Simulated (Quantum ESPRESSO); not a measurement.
## Band-structure run, with input and output: GaAs (part 2 of 2)

Continued. System: GaAs (F-43m, 2 atoms in the cell). Method: Kohn-Sham DFT of a periodic cell, PBE, PseudoDojo 0.4.1 SR PBE standard, no spin polarisation (Quantum ESPRESSO 7.5); cutoff 1142.88 eV, 8×8×8 k-mesh, fermi-dirac of 0.05 eV. The structure derives from an entry of the Crystallography Open Database.

Geometry of the input (Å; fractional positions):
```
0.0000  2.8268  2.8268
2.8268  0.0000  2.8268
2.8268  2.8268  0.0000
As 0.7500  0.7500  0.7500
Ga 0.0000  0.0000  0.0000
```

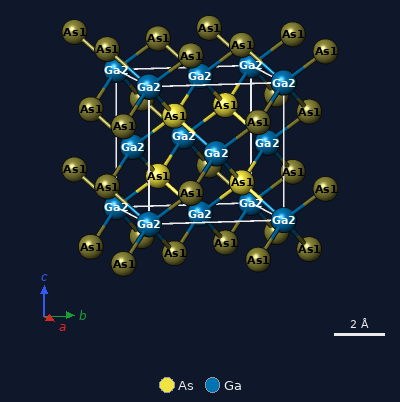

*The input geometry (ball-and-stick view of the cell 4 times as large as that of the calculation, set on its symmetry axes, seen slightly off an axis; neighbours outside the cell are drawn fainter; atoms are numbered from 1 in the order of the input). An atom can appear more than once, as a periodic image.*

The program's output, continued
```
   -26.4128 -26.4128 -26.4128 -26.4033 -26.4033  -6.0131  -6.0131  -6.0131
    -5.9357  -5.9357  -3.9264   8.8004   8.8004   8.8004   9.3161  12.5444
    12.5444  12.5444  16.4060  18.9669  18.9670

          k = 0.0884 0.0884-0.0884 (  3927 PWs)   bands (ev):

   -26.4128 -26.4127 -26.4127 -26.4033 -26.4033  -6.0266  -6.0096  -6.0096
    -5.9359  -5.9359  -3.7441   6.8386   8.5650   8.5650  10.3933  12.8918
    12.8918  13.0029  17.3432  18.1026  18.1026

          k = 0.1768 0.1768-0.1768 (  3951 PWs)   bands (ev):

   -26.4127 -26.4124 -26.4124 -26.4032 -26.4032  -6.0561  -6.0019  -6.0019
    -5.9354  -5.9354  -3.2351   4.6652   8.1239   8.1239  10.2550  13.4096
    13.4096  14.7594  17.7862  17.8598  17.8598

          k = 0.2652 0.2652-0.2652 (  3933 PWs)   bands (ev):

   -26.4126 -26.4121 -26.4121 -26.4031 -26.4031  -6.0825  -5.9958  -5.9958
    -5.9333  -5.9333  -2.5537   2.9199   7.7835   7.7835   9.9285  13.4993
    13.4993  16.4522  17.7948  19.0320  19.0320

          k =-0.3536-0.3536 0.3536 (  3996 PWs)   bands (ev):

   -26.4126 -26.4120 -26.4120 -26.4031 -26.4031  -6.0927  -5.9938  -5.9938
    -5.9318  -5.9318  -2.1658   2.1685   7.6611   7.6611   9.8043  13.4489
    13.4489  16.5702  19.2054  20.7284  20.7284

          k = 0.1768 0.0000 0.0000 (  3931 PWs)   bands (ev):

   -26.4130 -26.4126 -26.4126 -26.4034 -26.4032  -6.0343  -6.0062  -6.0062
    -5.9386  -5.9339  -3.6834   6.8097   8.1447   8.1447  11.1550  11.9085
    13.5035  13.5035  16.8525  17.7111  19.2227

          k = 0.2652 0.0884-0.0884 (  3952 PWs)   bands (ev):

   -26.4130 -26.4123 -26.4123 -26.4034 -26.4030  -6.0577  -5.9997  -5.9981
    -5.9410  -5.9323  -3.2817   5.1715   7.6352   7.6563  11.3355  12.2422
    14.2440  14.3454  16.6819  18.9174  19.0402

          k = 0.3536 0.1768-0.1768 (  3960 PWs)   bands (ev):

   -26.4128 -26.4121 -26.4120 -26.4033 -26.4029  -6.0817  -5.9943  -5.9913
    -5.9401  -5.9308  -2.6409   3.4192   7.0370   7.3645  11.0569  12.9740
    14.3863  15.0170  18.1090  19.0117  19.8504

          k =-0.2652-0.4419 0.4419 (  3966 PWs)   bands (ev):

   -26.4126 -26.4120 -26.4118 -26.4032 -26.4030  -6.0949  -5.9917  -5.9890
    -5.9363  -5.9311  -2.0922   2.3242   6.6068   7.3548  10.8717  13.1497
    14.1192  16.5433  18.4296  20.1559  20.7257

          k =-0.1768-0.3536 0.3536 (  3958 PWs)   bands (ev):

   -26.4125 -26.4120 -26.4120 -26.4031 -26.4031  -6.0912  -5.9919  -5.9910
    -5.9346  -5.9335  -2.2300   2.5780   6.4697   7.6211  10.9047  13.3640
    13.8655  16.5589  18.5238  18.5599  20.4345

          k =-0.0884-0.2652 0.2652 (  3957 PWs)   bands (ev):

   -26.4127 -26.4123 -26.4122 -26.4032 -26.4031  -6.0720  -5.9974  -5.9952
    -5.9379  -5.9335  -2.8722   3.9659   6.7000   8.0811  11.1149  13.5555
    13.5581  14.9346  17.1403  18.5682  19.9163

          k = 0.0000-0.1768 0.1768 (  3931 PWs)   bands (ev):

   -26.4128 -26.4126 -26.4124 -26.4033 -26.4032  -6.0457  -6.0056  -6.0020
    -5.9379  -5.9344  -3.4520   5.6643   7.4412   8.5216  11.0956  12.8861
    13.0198  14.2063  17.0923  18.0539  18.5728

          k = 0.3536 0.0000 0.0000 (  3976 PWs)   bands (ev):

   -26.4133 -26.4119 -26.4119 -26.4036 -26.4028  -6.0766  -5.9890  -5.9890
    -5.9473  -5.9296  -3.0002   4.7135   7.1134   7.1134  10.7902  12.0741
    15.4197  15.4197  16.2532  19.9861  20.2386

          k = 0.4419 0.0884-0.0884 (  3973 PWs)   bands (ev):

   -26.4133 -26.4117 -26.4116 -26.4036 -26.4027  -6.0953  -5.9827  -5.9808
    -5.9499  -5.9278  -2.4554   3.5388   6.3893   6.7829  10.9237  12.1322
    15.2416  16.0113  18.3033  20.6945  20.9934

          k =-0.1768-0.5303 0.5303 (  3964 PWs)   bands (ev):

   -26.4130 -26.4117 -26.4115 -26.4035 -26.4027  -6.1045  -5.9830  -5.9777
    -5.9464  -5.9289  -1.8778   2.5350   5.5707   6.7648  11.0104  13.5100
    15.0434  15.7685  19.1922  20.8807  21.4198

          k =-0.0884-0.4419 0.4419 (  3969 PWs)   bands (ev):

   -26.4126 -26.4119 -26.4116 -26.4032 -26.4029  -6.1021  -5.9860  -5.9801
    -5.9404  -5.9335  -1.7855   2.4082   5.1564   7.0608  11.2156  14.2589
    15.2560  16.1629  17.3747  18.5733  21.4448

          k = 0.0000-0.3536 0.3536 (  3955 PWs)   bands (ev):

   -26.4124 -26.4121 -26.4119 -26.4031 -26.4031  -6.0898  -5.9898  -5.9879
    -5.9376  -5.9354  -2.2901   3.1622   5.4424   7.5827  11.5368  14.4270
    14.4716  14.6493  17.2190  19.1672  21.5239

          k = 0.5303-0.0000 0.0000 (  3988 PWs)   bands (ev):

   -26.4136 -26.4113 -26.4113 -26.4037 -26.4025  -6.1115  -5.9713  -5.9713
    -5.9572  -5.9252  -2.0414   2.8945   6.3832   6.3832  10.2705  11.1033
    17.5479  17.5479  18.1874  21.2209  22.4083

          k =-0.0884-0.6187 0.6187 (  3980 PWs)   bands (ev):

   -26.4135 -26.4112 -26.4112 -26.4037 -26.4025  -6.1181  -5.9708  -5.9675
    -5.9562  -5.9254  -1.5867   2.2600   5.6920   6.2972  10.5142  11.4757
    17.2968  17.7910  19.5430  21.3488  21.7386

          k = 0.0000-0.5303 0.5303 (  3953 PWs)   bands (ev):

   -26.4130 -26.4115 -26.4113 -26.4035 -26.4026  -6.1131  -5.9778  -5.9706
    -5.9493  -5.9294  -1.4659   2.1774   4.9469   6.5460  10.7698  13.4439
    16.7625  16.8737  17.4714  19.3853  23.0806

          k =-0.7071 0.0000 0.0000 (  3984 PWs)   bands (ev):

   -26.4137 -26.4110 -26.4110 -26.4038 -26.4023  -6.1244  -5.9637  -5.9637
    -5.9615  -5.9234  -1.4293   1.9901   6.1267   6.1267  10.2729  10.4651
    18.9767  18.9767  19.7783  22.1216  22.2424

          k = 0.3536 0.1768 0.0000 (  3970 PWs)   bands (ev):

   -26.4130 -26.4120 -26.4120 -26.4034 -26.4029  -6.0785  -5.9925  -5.9898
    -5.9437  -5.9307  -2.8064   4.1223   6.4082   7.5037  11.8502  12.3295
    14.1712  15.1392  17.2861  19.7508  20.2539

          k =-0.2652-0.4419 0.6187 (  3969 PWs)   bands (ev):

   -26.4127 -26.4120 -26.4117 -26.4033 -26.4029  -6.0950  -5.9888  -5.9832
    -5.9423  -5.9310  -2.1765   2.9153   5.7537   7.0682  11.8890  13.0052
    14.3417  15.7262  18.3428  19.6600  21.1021

          k =-0.1768-0.3536 0.5303 (  3956 PWs)   bands (ev):

   -26.4125 -26.4121 -26.4115 -26.4033 -26.4029  -6.1012  -5.9881  -5.9808
    -5.9399  -5.9323  -1.8250   2.3214   5.5794   6.8665  11.8324  12.9782
    15.1527  16.4978  17.3363  20.4437  20.9704

          k =-0.1768-0.5303 0.7071 (  3979 PWs)   bands (ev):

   -26.4132 -26.4116 -26.4113 -26.4036 -26.4026  -6.1075  -5.9788  -5.9737
    -5.9511  -5.9275  -1.9279   2.7591   5.7632   6.3284  11.4531  12.0076
    15.0912  17.4616  18.8391  20.6469  22.1604

          k =-0.0884-0.4419 0.6187 (  3975 PWs)   bands (ev):

   -26.4128 -26.4118 -26.4112 -26.4035 -26.4027  -6.1103  -5.9812  -5.9715
    -5.9471  -5.9305  -1.5333   2.2757   5.1435   6.1514  11.8055  13.5136
    14.7078  16.6514  18.2599  21.0272  21.7402

          k = 0.0000-0.3536 0.5303 (  3975 PWs)   bands (ev):

   -26.4125 -26.4121 -26.4113 -26.4033 -26.4028  -6.1052  -5.9851  -5.9749
    -5.9432  -5.9330  -1.6732   2.4444   5.0005   6.4929  12.1448  14.0465
    14.2414  16.5288  17.5331  19.2627  22.9092

          k =-0.7071 0.1768-0.0000 (  3972 PWs)   bands (ev):

   -26.4133 -26.4114 -26.4110 -26.4037 -26.4025  -6.1185  -5.9723  -5.9677
    -5.9534  -5.9268  -1.4009   2.0777   5.6628   5.7592  11.3676  11.5662
    16.9539  17.1591  19.8153  21.1335  22.1636

          k =-0.7071 0.3536 0.0000 (  3972 PWs)   bands (ev):

   -26.4126 -26.4122 -26.4110 -26.4034 -26.4027  -6.1117  -5.9816  -5.9692
    -5.9460  -5.9321  -1.3720   2.1769   5.2701   5.4636  13.4258  13.5272
    14.2211  14.8550  19.8755  21.0835  22.1202

     the Fermi energy is     9.0875 ev

!    total energy              =    -365.12897296 Ry
     estimated scf accuracy    <          5.2E-12 Ry
     smearing contrib. (-TS)   =      -0.00000185 Ry
     internal energy E=F+TS    =    -365.12897111 Ry

     The total energy is F=E-TS. E is the sum of the following terms:
     one-electron contribution =    -192.05593449 Ry
     hartree contribution      =     114.72141028 Ry
     xc contribution           =     -89.44161312 Ry
     ewald contribution        =    -198.35283378 Ry

     convergence has been achieved in   9 iterations

     Forces acting on atoms (cartesian axes, Ry/au):

     atom    1 type  1   force =    -0.00000000   -0.00000000   -0.00000000
     atom    2 type  2   force =     0.00000000    0.00000000    0.00000000

     Total force =     0.000000     Total SCF correction =     0.000000

     Computing stress (Cartesian axis) and pressure

          total   stress  (Ry/bohr**3)                   (kbar)     P=       33.78
   0.00022961   0.00000000   0.00000000           33.78        0.00        0.00
   0.00000000   0.00022961   0.00000000            0.00       33.78        0.00
   0.00000000   0.00000000   0.00022961            0.00        0.00       33.78

=------------------------------------------------------------------------------=
   JOB DONE.
=------------------------------------------------------------------------------=
```

File pp_elf.out
```
This program is part of the open-source Quantum ESPRESSO suite
     for quantum simulation of materials; please cite
         "P. Giannozzi et al., J. Phys.:Condens. Matter 21 395502 (2009);
         "P. Giannozzi et al., J. Phys.:Condens. Matter 29 465901 (2017);
         "P. Giannozzi et al., J. Chem. Phys. 152 154105 (2020);
          URL
     in publications or presentations arising from this work. More details at

     ./tmp/pwscf.save/

     IMPORTANT: XC functional enforced from input :
     Exchange-correlation= PBE
                           (   1   4   3   4   0   0   0)
     Any further DFT definition will be discarded
     Please, verify this is what you really want

     G-vector sticks info
     --------------------
     sticks:   dense  smooth     PW     G-vecs:    dense   smooth      PW
     Sum        1333    1333    379                31775    31775    5029

     Using Slab Decomposition

     Calling punch_plot, plot_num =   8
     Message from routine do_elf_kin:
     elf/kin + US not fully implemented
     Writing data to file  elf.dat
     Reading data from file  elf.dat

     Writing data to be plotted to file elf.cube
     Plot Type: 3D                     Output format: Gaussian cube

=------------------------------------------------------------------------------=
   JOB DONE.
=------------------------------------------------------------------------------=
```

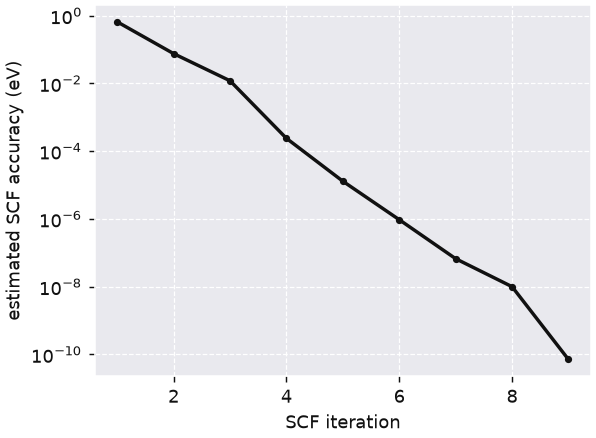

*Convergence of the self-consistent field: estimated SCF accuracy against the iteration.*

The field takes 9 iterations in all.

Results in brief

- outcome: converged
- space group (tolerance 0.01 Å): F-43m (216)
- electrons treated: 28
- free energy: −4967.8328 eV
- Fermi energy: 9.087 eV
- gap on the k-point mesh: 0.52 eV
- gap on the band path: 0.52 eV
- pressure: 3.38 GPa
- largest force (length of the vector): under 0.001 eV/Å
- hardware: 1 thread of Arm Neoverse V1, 24 GiB of memory available, shared host
- wall time: 2.2 min
- peak memory: 0.12 GiB
